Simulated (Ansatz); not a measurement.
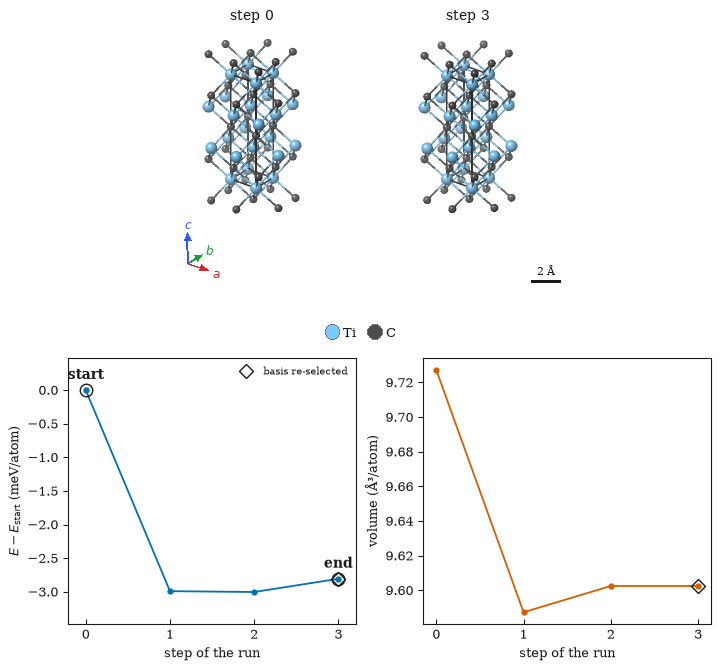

First and last geometry of a relaxation of crystalline TiC (set up in R-3m), with the history of the run. A ball-and-stick model of the conventional cell (3 times the calculation's cell), seen slightly off an axis. Lengths and directions refer to the drawn axes.

Case: film's bulk on the substrate's plane, third vector and atoms relaxed.

These are results of DFT PBEsol, scalar-relativistic, plane waves, PAW (Ansatz), not measurements.

Input
```yaml
crystal:
  lattice:
    - [2.9726300472, 0.0, 0.0]
    - [-1.4863150236, 2.5743731369, 0.0]
    - [1.4863150236, 0.858124379, 2.5421949115]
  atoms:
    - { symbol: Ti, position: [0.0, 0.0, 0.0] }
    - { symbol: C, position: [0.0, 0.5, 0.5] }
basis:
  ecutwfc: 420
kpoints:
  mp_grid: { grid: [12, 12, 14] }
hamiltonian:
  xc: pbesol
scf:
  occupations: { method: gaussian, width: 0.1 }
output:
  forces: true
  stress: true
  eigenvalues: true
relax:
  adjacent_minimum: "off"
  f_tol: 0.01
  max_steps: 50
  cell: { fix: [a, b, gamma], stress_tol: 0.1 }
```

Launched with:
```bash
ansatz run input.yaml --threads 2 --pin off --max-ram 5120MiB --backend cpu --events-out ev --progress --plain --runs-dir out
```

### Did the run converge, and what did it change?

It converged. The energy falls by 2.8 meV per atom in 2 accepted moves (3 points after the start). All forces vanish by symmetry, so only the cell relaxes. The pressure goes from 4.68 to 8.44 GPa. At 1 point the geometry stayed and the basis and grid were re-selected for the new cell (energy shift of 0.2 meV per atom at most each time). The atoms keep their places relative to the cell (all moves are under 0.005 Å). The volume changes by −1.3 %, with a = b unchanged at 2.973 Å, c 7.627 → 7.529 Å (−1.3 %). Some distances before and after: Ti1–Ti1 3.067 → 3.040 Å, Ti1–C2 2.136 → 2.126 Å. The space group stays R-3m (No. 166). The run took 20 s on 2 threads of Intel(R) Xeon(R) Platinum 8259CL CPU @ 2.50GHz (Skylake/Cascade Lake), with other jobs on the host, peak memory 0.51 GiB.
